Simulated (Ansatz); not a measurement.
Run report: NiSi$_{2}$, geometry relaxation

System: NiSi$_{2}$ (Fm-3m, 3 atoms in the cell).
Method: DFT PBE, scalar-relativistic, plane waves, PAW, no spin polarisation (Ansatz 0.2.0).

The structure was made by a generator, so it may or may not be a known phase. Figures and captions count atoms from 1; the log counts them from 0 in places.

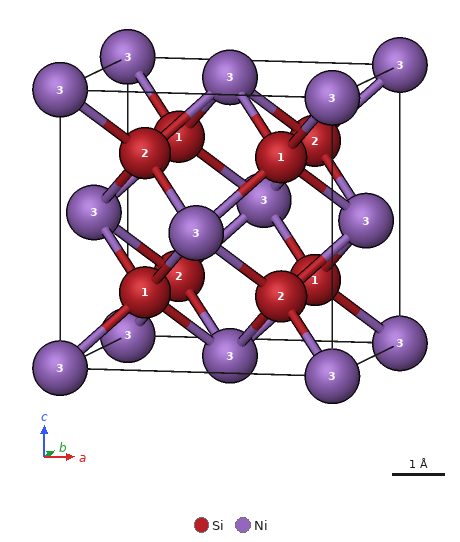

Figure 1. The input geometry (ball-and-stick view of the cell 4 times as large as that of the calculation, set on its symmetry axes, seen slightly off an axis; atoms are numbered from 1 in the order of the input). Near neighbours in the crystal (not all of them lie inside the picture): Si has 4 Ni at 2.36 Å; Ni has 8 Si at 2.36 Å.

## Key numbers

| quantity | value |
| --- | --- |
| outcome | converged |
| space group (tolerance 0.01 Å) | Fm-3m (225) |
| electrons treated | 26 |
| free energy | −7112.4062 eV |
| Fermi energy | 12.913 eV |
| gap on the k-point mesh | none (metallic) |
| pressure | −0.05 GPa |
| final volume | 40.41 Å³ |
| largest force (length of the vector) at the end | under 0.001 eV/Å |
| final cell | a = 3.852 Å, b = 3.852 Å, c = 3.852 Å, α = 60.00°, β = 60.00°, γ = 60.00° |
| hardware | 1 thread of Intel Xeon (Sapphire Rapids), 192 GiB of memory available, shared host |
| wall time | 10 s |
| peak memory | 0.43 GiB |

## Remarks

The run has no spin polarisation, so a magnetic state may lie lower.

## Input
```yaml
crystal:
  lattice:
    - [0.0, 2.7241162276, 2.7241162276]
    - [2.7241162276, 0.0, 2.7241162276]
    - [2.7241162276, 2.7241162276, 0.0]
  atoms:
    - { symbol: Si, position: [0.25, 0.25, 0.25] }
    - { symbol: Si, position: [0.75, 0.75, 0.75] }
    - { symbol: Ni, position: [0.0, 0.0, 0.0] }
basis:
  ecutwfc: 420
kpoints:
  mp_grid: { grid: [14, 14, 14] }
hamiltonian:
  xc: pbe
scf:
  occupations: { method: gaussian, width: 0.1 }
output:
  forces: true
  stress: true
  eigenvalues: true
  write_density: true
  write_potential: true
  elf: true
  volumetric_format: npy
relax:
  adjacent_minimum: "off"
  f_tol: 0.01
  max_steps: 80
  cell: { stress_tol: 0.05 }
```

Launch command:
```bash
ansatz run input.yaml --threads 1 --pin off --max-ram 2048MiB --backend cpu --events-out ev --progress --plain --runs-dir out
```

## Output
```
Engine: ansatz 0.2.0, x86_64-unknown-linux-gnu
Pseudopotentials: kind: paw
Pseudopotential: Si, paw, valence charge 4, recommended cutoff 420 eV (normal), Si.paw.azcp
Pseudopotential: Ni, paw, valence charge 18, recommended cutoff 420 eV (normal), Ni.paw.azcp
Functional definition: PBE
  parameter kappa = 0.804
  parameter beta = 0.06672455060314922
  exchange = pbe_x(kappa = kappa, mu = beta*pi^2/3)
  correlation = pbe_c(beta = beta)
Crystal: 3 atoms, lattice volume = 40.430 Å³
Basis set: ecut = 420 eV, 749 PW (Γ), exchange–correlation on 54×54×54 points (8 copies of the dense FFT grid, shifted against one another)
Bands: 17, of which v1, the nominal top of the filled ones, is band 13 counted from 1 (12 counted from 0)
Symmetry: 48 space group operations
Space group: Fm-3m (ITA 225), of the structure as read, at distance tolerance 3.4e-5 Å
k-points: 104 of 2744
Non-local potential: Si, projectors of the file, l = 0: 2, l = 1: 2, l = 2: 2
Non-local potential: Ni, projectors of the file, l = 0: 3, l = 1: 2, l = 2: 3, l = 3: 1
PAW form: soft (Blöchl's): semilocal exchange-correlation on the pseudo side does not see the compensation charge
PAW one-centre angular grid: Si, 110 points (default); XC on 64 Gauss nodes
PAW one-centre angular grid: Ni, 590 points (default); XC on 64 Gauss nodes
Initial density: superposition of atomic densities (neutral atoms: chi_scale 0, normalization atom), corrected by the library's trained network
Initial wavefunctions: pseudopotential atomic-orbital guess
Functional: x = pbe(κ = 0.804, μ = 0.2195149727645171), c = pbe(β = 0.06672455060314922)
SCF iter   1: F=—  HF=-7112.408316 eV  |F-HF|=—  |Δ(HF+E_count)|=         —  Δρ=9.46e-3  dr2=2.60e-2  ethr=1.77e-3  ⟨swp⟩=5.1  Hψ=9019  notcnv=0
preconditioner: auto → Kerker (q_TF=auto, 2.535 Å⁻¹)  [metal: Δε(μ)=0.067 eV  Ē_g=8.052 eV  σ=0.100 eV  W_gap=0.34  n_scr=14 (ndim 8)  ℏωp=24.8 eV  f_vac=0.000  D(μ)=0.93/eV (n_scr^D=8)]
SCF iter   2: F=—  HF=-7112.406437 eV  |F-HF|=—  |Δ(HF+E_count)|=   1.88e-3  Δρ=3.04e-3  dr2=3.43e-3  ethr=1.00e-4  ⟨swp⟩=1.5  Hψ=2669  notcnv=0
SCF iter   3: F=—  HF=-7112.406122 eV  |F-HF|=—  |Δ(HF+E_count)|=   3.16e-4  Δρ=7.45e-4  dr2=2.76e-4  ethr=1.32e-5  ⟨swp⟩=1.0  Hψ=1759  notcnv=0  defer=2
SCF iter   4: F=—  HF=-7112.406132 eV  |F-HF|=—  |Δ(HF+E_count)|=   1.06e-5  Δρ=2.39e-4  dr2=2.27e-5  ethr=1.06e-6  ⟨swp⟩=2.7  Hψ=2770  notcnv=0  defer=2
SCF iter   5: F=—  HF=-7112.406146 eV  |F-HF|=—  |Δ(HF+E_count)|=   1.41e-5  Δρ=6.84e-5  dr2=3.19e-6  ethr=8.72e-8  ⟨swp⟩=2.1  Hψ=2182  notcnv=0  defer=2
SCF iter   6: F=—  HF=-7112.406148 eV  |F-HF|=—  |Δ(HF+E_count)|=   2.04e-6  Δρ=1.84e-5  dr2=2.36e-7  ethr=1.23e-8  ⟨swp⟩=2.3  Hψ=2698  notcnv=0  defer=2
SCF iter   7: F=-7112.406148 eV  HF=-7112.406148 eV  |F-HF|=4.66e-8  |Δ(HF+E_count)|=   1.04e-7  Δρ=1.26e-5  dr2=6.39e-8  ethr=3.85e-10  ⟨swp⟩=9.3  Hψ=12803  notcnv=0
SCF 1 converged in 7 iterations: F = -7112.406148 eV  dr2 = 6.39e-8
  greatest PAW one-centre occupation: 1.000 electrons in one spin orbital (limit 2), on the Ni atom at site 2 (counted from 0), in its partial waves of l = 1
relax step   1: F+E_penalty+E_count = -7112.40614829 eV  Δ(F+E_penalty+E_count) = +0.000e0 eV  max|allowed force component| = 4.626e-17 eV/Å  Δτ_max = 0.0000 Å  P = -0.103 GPa  Ω = 40.430 Å³  (7 SCF iters, dr2 threshold 1.00e-7 eV, accepted)
Crystal: 3 atoms, lattice volume = 40.414 Å³
Initial density: handed on by an earlier stage of this run
Initial wavefunctions: those handed on with the density
iter 1 solved again at ethr=2.48e-9 eV; its pass at ethr=3.10e-3 eV (dr2=6.46e-7 eV) is discarded
SCF iter   1: F=—  HF=-7112.406157 eV  |F-HF|=—  |Δ(HF+E_count)|=         —  Δρ=4.45e-5  dr2=5.67e-7  ethr=2.48e-9  ⟨swp⟩=2.0  Hψ=9947  notcnv=0
preconditioner: auto → Kerker (q_TF=auto, 2.535 Å⁻¹)  [metal: Δε(μ)=0.091 eV  Ē_g=8.081 eV  σ=0.100 eV  W_gap=0.45  n_scr=14 (ndim 8)  ℏωp=24.8 eV  f_vac=0.002  D(μ)=0.86/eV (n_scr^D=0)]
SCF iter   2: F=—  HF=-7112.406160 eV  |F-HF|=—  |Δ(HF+E_count)|=   3.21e-6  Δρ=1.86e-5  dr2=1.96e-7  ethr=2.18e-9  ⟨swp⟩=1.2  Hψ=1895  notcnv=0
SCF iter   3: F=—  HF=-7112.406160 eV  |F-HF|=—  |Δ(HF+E_count)|=   3.18e-8  Δρ=8.91e-6  dr2=5.60e-8  ethr=7.52e-10  ⟨swp⟩=1.0  Hψ=1768  notcnv=0
iter 4 did not close the SCF: its close was put off for the readings that it lacked (scf_convergence_deferred on its scf_iter line)
SCF iter   4: F=-7112.406160 eV  HF=-7112.406160 eV  |F-HF|=1.73e-9  |Δ(HF+E_count)|=  6.91e-10  Δρ=3.85e-6  dr2=6.16e-9  ethr=2.15e-10  ⟨swp⟩=2.5  Hψ=2613  notcnv=0
iter 5 did not close the SCF: its close was put off for the readings that it lacked (scf_convergence_deferred on its scf_iter line)
SCF iter   5: F=-7112.406160 eV  HF=-7112.406160 eV  |F-HF|=1.56e-10  |Δ(HF+E_count)|=   1.90e-9  Δρ=1.51e-6  dr2=8.53e-10  ethr=2.37e-11  ⟨swp⟩=2.0  Hψ=2513  notcnv=0
SCF iter   6: F=-7112.406160 eV  HF=-7112.406160 eV  |F-HF|=1.82e-12  |Δ(HF+E_count)|=  2.78e-10  Δρ=2.01e-7  dr2=1.84e-11  ethr=3.28e-12  ⟨swp⟩=4.9  Hψ=9013  notcnv=0
SCF 2 converged in 6 iterations: F = -7112.406160 eV  dr2 = 1.84e-11
relax step   2: F+E_penalty+E_count = -7112.40615999 eV  Δ(F+E_penalty+E_count) = -1.170e-5 eV  max|allowed force component| = 1.326e-16 eV/Å  Δτ_max = 0.0000 Å  P = -0.047 GPa  Ω = 40.414 Å³  energy of the carried Pulay correction = +4.178e-6 eV  (6 SCF iters, dr2 threshold 2.66e-8 eV, accepted)
Initial wavefunctions: pseudopotential atomic-orbital guess (no wavefunctions were taken with the density)
iter 1 solved again at ethr=4.67e-7 eV; its pass at ethr=3.10e-3 eV (dr2=1.21e-4 eV) is discarded
SCF iter   1: F=—  HF=-7112.406146 eV  |F-HF|=—  |Δ(HF+E_count)|=         —  Δρ=1.80e-6  dr2=6.00e-10  ethr=4.67e-7  ⟨swp⟩=3.0  Hψ=13464  notcnv=0
eigensolver tolerance schedule: the retry pair's looser diagonalisation over-reported the residual by 202188.21 of it (diagonalisation noise at an unbounded share of the residual, at the tolerance the schedule requests for it); recorded, not acted on — ethr = c·dr2/N_el stays at c = 1.0e-1
SCF iter   2: F=—  HF=-7112.406153 eV  |F-HF|=—  |Δ(HF+E_count)|=   6.67e-6  Δρ=1.21e-6  dr2=3.65e-10  ethr=2.31e-12  ⟨swp⟩=3.8  Hψ=4945  notcnv=0
SCF iter   3: F=—  HF=-7112.406153 eV  |F-HF|=—  |Δ(HF+E_count)|=  1.55e-11  Δρ=6.47e-7  dr2=1.04e-10  ethr=1.41e-12  ⟨swp⟩=1.0  Hψ=1768  notcnv=0
iter 4 did not close the SCF: its close was put off for the readings that it lacked (scf_convergence_deferred on its scf_iter line)
SCF iter   4: F=-7112.406153 eV  HF=-7112.406153 eV  |F-HF|=9.09e-12  |Δ(HF+E_count)|=  2.27e-11  Δρ=2.53e-7  dr2=1.44e-11  ethr=1.00e-12  ⟨swp⟩=1.2  Hψ=1882  notcnv=0
iter 5 did not close the SCF: its close was put off for the readings that it lacked (scf_convergence_deferred on its scf_iter line)
SCF iter   5: F=-7112.406153 eV  HF=-7112.406153 eV  |F-HF|=1.09e-11  |Δ(HF+E_count)|=  3.64e-12  Δρ=2.67e-7  dr2=1.74e-11  ethr=1.00e-12  ⟨swp⟩=1.0  Hψ=1768  notcnv=0
iter 6 did not close the SCF: its close was put off for the readings that it lacked (scf_convergence_deferred on its scf_iter line)
SCF iter   6: F=-7112.406153 eV  HF=-7112.406153 eV  |F-HF|=2.73e-12  |Δ(HF+E_count)|=    0.00e0  Δρ=1.39e-7  dr2=4.77e-12  ethr=1.00e-12  ⟨swp⟩=1.0  Hψ=1768  notcnv=0
iter 7 did not close the SCF: its close was put off for the readings that it lacked (scf_convergence_deferred on its scf_iter line)
SCF iter   7: F=-7112.406153 eV  HF=-7112.406153 eV  |F-HF|=9.09e-13  |Δ(HF+E_count)|=  9.09e-13  Δρ=5.33e-8  dr2=7.12e-13  ethr=1.00e-12  ⟨swp⟩=1.0  Hψ=1768  notcnv=0
SCF iter   8: F=-7112.406153 eV  HF=-7112.406153 eV  |F-HF|=1.82e-12  |Δ(HF+E_count)|=  1.82e-12  Δρ=1.93e-8  dr2=1.00e-13  ethr=1.00e-12  ⟨swp⟩=3.9  Hψ=6966  notcnv=0
SCF 3 converged in 8 iterations: F = -7112.406153 eV  dr2 = 1.00e-13
relax step   3: F+E_penalty+E_count = -7112.40615286 eV  Δ(F+E_penalty+E_count) = +7.132e-6 eV  max|allowed force component| = 1.449e-16 eV/Å  Δτ_max = 0.0000 Å  P = -0.047 GPa  Ω = 40.414 Å³  stress off target by 4.70e-2 GPa  SCF on the basis re-selected at this cell (its energy is not comparable with the rows above)  (8 SCF iters)
```

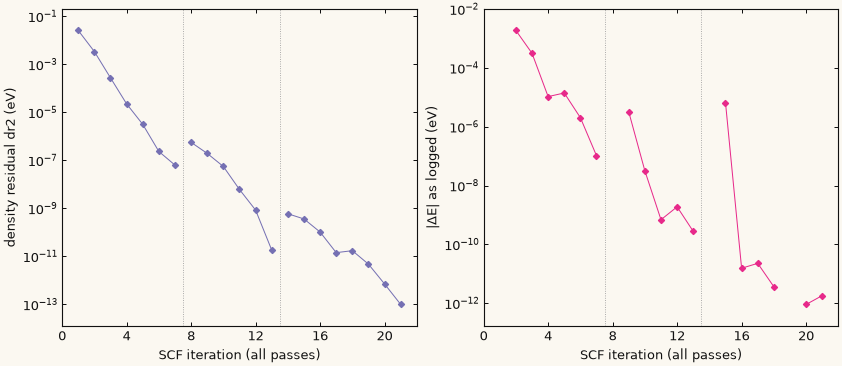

Figure 2. Convergence of the self-consistent field: density residual dr2 and size of the energy change against the SCF iteration. The dotted lines part the SCF passes of the relaxation: geometry steps, rejected trials and re-solves on a re-selected basis. The passes take 7, 6 and 8 iterations.

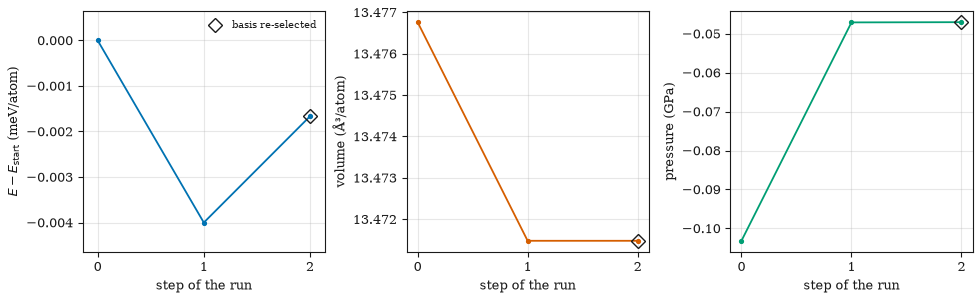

Figure 3. Progress of the relaxation, step by step (the first geometry is step 0 here and step 1 in the log). No atom moves by more than 0.005 Å. The cell stays as it was. The space group stays Fm-3m (No. 225). The energy falls by next to nothing (0.0 meV per atom) in 1 geometry step. All forces vanish by symmetry, so only the cell relaxes. Pressure: −0.10 GPa at the start and −0.05 GPa at the end. A last SCF at the same geometry on a re-selected plane-wave basis shifts the energy by +0.0 meV per atom.

```
basis re-selected at this cell: Δ(F+E_penalty+E_count) = +7.132e-6 eV, ΔP = +0.000 GPa vs the last step (what re-selecting the basis moved, of the pressure what is left beyond the Pulay correction that the steps carried, after the strain that the cell walked since its last selection, with what the two solves' SCF thresholds leave and, on support functions, any second-order correction that the steps lacked; it is no measure of the basis error at this ecutwfc). This SCF's stress stands 4.70e-2 GPa from its target on what of the cell is left free (relax.cell.stress_tol is 5.00e-2 GPa) and its largest allowed force component is 1.45e-16 eV/Å (relax.f_tol is 1.00e-2 eV/Å): within both
SCF converged after 8 iterations
Free energy (F): -7112.406153 eV
Harris-Foulkes:  -7112.406153 eV  (|F-HF|=1.82e-12)
Internal energy: -7112.401833 eV  (E = F + TS)
E sigma→0 (E₀):  -7112.403993 eV
Entropy (-TS):   -0.004320 eV (-1.440 meV/atom)
Fermi energy:    12.912848 eV
--- Per-component energies (eV) ---
  E_band       = -351.500458
  E_kinetic    = 369.168492
  E_local      = -4936.354110  (includes V_loc(G=0)·N_el)
  E_nonlocal   = 679.811593
  E_hartree    = 2133.894544
  E_xc         = -198.770964
  E_vxc        = -207.811051  (∫ρ·V_xc dr)
  E_paw        = -2651.569730  (= ΣΔE_a)
  E_vpaw       = -524.105077  (= ΣTr[D̂ρ^β])
  E_aug_tail   = 0.000578  (compensation charges beyond the density's cutoff)
  E_ewald      = -2508.582237
  E_smearing   = -0.004320  (= −TS)
  E_closure    = 0.000000  (closes the sum)
  Σ components = -7112.406153   (vs F -7112.406153, Δ=0.00e0)
--- Forces (eV/Å), atoms counted from 1 ---
  atom   1  Si     0.00000000     0.00000000     0.00000000
  atom   2  Si    -0.00000000    -0.00000000    -0.00000000
  atom   3  Ni     0.00000000    -0.00000000    -0.00000000
  max |Σ_I F_I| component: 5.55e-17 eV/Å
--- Stress (GPa, compression-positive) ---
       -0.047033      -0.000000      -0.000000
       -0.000000      -0.047033      -0.000000
       -0.000000      -0.000000      -0.047033
  P = ⅓ Tr σ = -0.0470 GPa (-0.470 kbar)
--- Band table (eV; the first three rows and the last of 104) ---
  k-point 0: bands = ["-91.6334", "-52.0290", "-52.0290", "-52.0290", "-0.7730", "7.8252", "7.8252", "7.8252", "9.5099", "9.5099", "12.3986", "14.5769", "14.5769", "14.5769", "15.1753", "15.1753", "15.1753"]
  k-point 1: bands = ["-91.6334", "-52.0290", "-52.0290", "-52.0290", "-0.6986", "7.6622", "7.8492", "7.8492", "9.4955", "9.4955", "12.3572", "13.7205", "14.1827", "14.1827", "15.5707", "15.5707", "16.1499"]
  k-point 2: bands = ["-91.6334", "-52.0291", "-52.0290", "-52.0290", "-0.4762", "7.2039", "7.9168", "7.9168", "9.4611", "9.4611", "11.7935", "13.3997", "13.6214", "13.6214", "15.8396", "15.8396", "16.8534"]
  k-point 103: bands = ["-91.6334", "-52.0296", "-52.0295", "-52.0293", "3.8264", "4.3262", "5.7832", "6.5094", "9.2040", "9.3348", "9.4180", "9.8324", "10.5289", "14.3894", "15.7896", "16.9524", "18.7810"]
--- Relaxed structure (2 steps of the walk, 2 accepted, 1 SCFs on fresh bases) ---
  F+E_penalty+E_count = -7112.40615286 eV   max|allowed force component| = 1.449e-16 eV/Å   (the final SCF, on the basis selected at the relaxed cell)
  cell:  # Å, volume = 40.4144 Å³
    - [3.821529024671693e-35, 2.723759800472019, 2.723759800472019]
    - [2.723759800472019, 7.006136545231436e-35, 2.723759800472019]
    - [2.723759800472019, 2.723759800472019, 4.4584505287836414e-35]
  atoms:
    - { symbol: Si, position: [0.25, 0.25, 0.25] }
    - { symbol: Si, position: [0.7500000000000001, 0.7500000000000001, 0.7500000000000001] }
    - { symbol: Ni, position: [2.577577093727011e-36, -2.5775770937270103e-36, -9.942083075804185e-36] }
```

## Trajectory as extended XYZ (Å, eV, eV/Å), 3 frames, from step=1 to step=3
```
3
Lattice="0.0000 2.7241 2.7241 2.7241 0.0000 2.7241 2.7241 2.7241 0.0000" Properties=species:S:1:pos:R:3:forces:R:3 step=1 energy=-7112.40615 pressure_GPa=-0.10
Si    1.3621    1.3621    1.3621    0.0000   0.0000   0.0000
Si    4.0862    4.0862    4.0862    0.0000   0.0000   0.0000
Ni    0.0000    0.0000    0.0000    0.0000   0.0000   0.0000
3
Lattice="0.0000 2.7238 2.7238 2.7238 0.0000 2.7238 2.7238 2.7238 0.0000" Properties=species:S:1:pos:R:3:forces:R:3 step=2 energy=-7112.40616 pressure_GPa=-0.05
Si    1.3619    1.3619    1.3619    0.0000   0.0000   0.0000
Si    4.0856    4.0856    4.0856    0.0000   0.0000   0.0000
Ni    0.0000    0.0000    0.0000    0.0000   0.0000   0.0000
3
Lattice="0.0000 2.7238 2.7238 2.7238 0.0000 2.7238 2.7238 2.7238 0.0000" Properties=species:S:1:pos:R:3:forces:R:3 step=3 energy=-7112.40615 pressure_GPa=-0.05
Si    1.3619    1.3619    1.3619    0.0000   0.0000   0.0000
Si    4.0856    4.0856    4.0856    0.0000   0.0000   0.0000
Ni    0.0000    0.0000    0.0000    0.0000   0.0000   0.0000
```

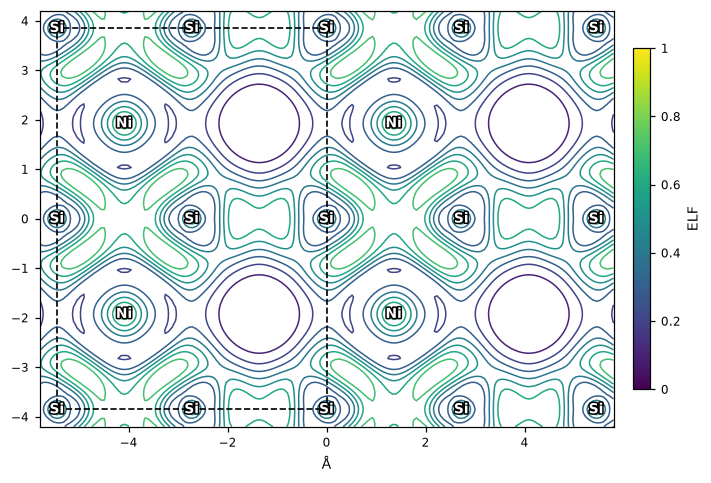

Figure 4. Electron localisation function on the (011) plane of the conventional cell. Atoms in the plane: Si and Ni. Si–Ni (2.36 Å): the ELF is about 0.50 at the midpoint. The strong features right at Ni lie inside the PAW spheres (semicore, d or f shells) and say nothing about bonding. Core electrons are frozen (PAW), so the fields are smoothed inside the atomic spheres.

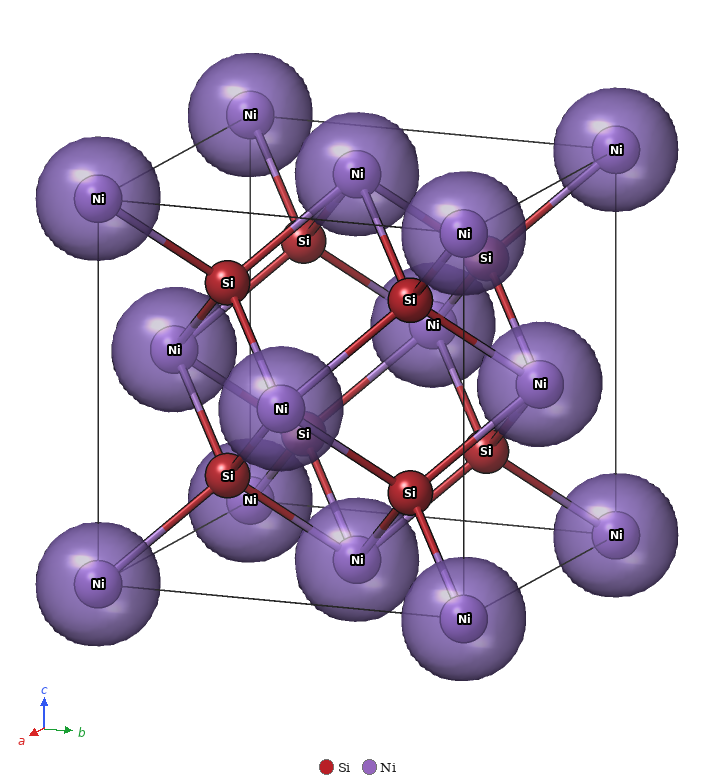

Figure 5. Isosurface of the valence electron density at 0.8 e/Å³ (purple), seen slightly off an axis. Sticks mark near contacts. The outline is the cell set on symmetry axes. At this value the density breaks into separate islands; it holds about 60 % of the electrons treated as valence (semicore included). It is pinched off along the Si–Ni (2.36 Å) contacts. On the grid the lowest density along these lines, outside the cores, is 0.46 e/Å³ (Si–Ni, 2.36 Å).
